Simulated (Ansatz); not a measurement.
# A thicker film of SrO (001) from five thinner ones

In a field along its normal an insulating film takes a dipole p. Written as a length, p/(ε₀AE), it should grow by 1 − 1/ε for each ångström added.

**Method.** Ansatz 0.2.0, plane waves with PAW datasets (its set soft_2), PBE; rocksalt films relaxed at a bulk in-plane lattice constant near the measured one, then held in weak fields of both signs with a dipole correction (A is the cell's area, E the outer field).

```
     run  distance between the outer atoms (Å)  p/(ε₀AE) (Å)
 3 units                                 5.145         6.845
 4 units                                 7.754         8.785
 5 units                                10.361        10.702
 6 units                                12.969        12.624
 8 units                                18.185        16.460
10 units                                23.400             ?
```

**Question.** What value belongs in the row marked “?”, and how far can the other rows tell?

A least-squares line through the 5 rows shown has slope 0.7370 and intercept 3.0626; no row lies more than 0.009 Å off it. That slope means ε = 1/(1 − 0.7370) = 3.80. At 23.400 it gives 0.7370 × 23.400 + 3.0626 = 20.308 Å, beyond the rows fitted. Rounding and scatter of the rows alone allow about ±0.018 Å there.

The run itself gives 20.299 Å: a miss of −0.009 Å, or 0.0 % of the value. The length is met to within 1 %, though ε is more sensitive than the length: the two thickest films give ε = 3.79.

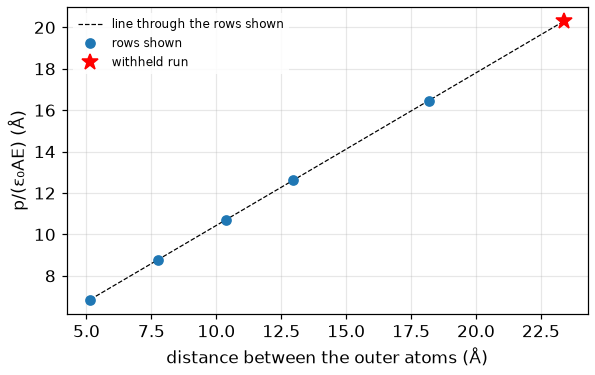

The fit and the withheld run.

**Limits.** This is the electronic response alone. A unit is one step of the cut along the normal (a plane, a pair of planes or a cell), and the layers relax along it, away from their bulk spacing where the functional's lattice constant differs from the one held.

[Logs are printed without paths, hosts, clocks, repeated set-up lines and the standing remarks that a program may print on its own settings, such as how far it seeks lower states.]
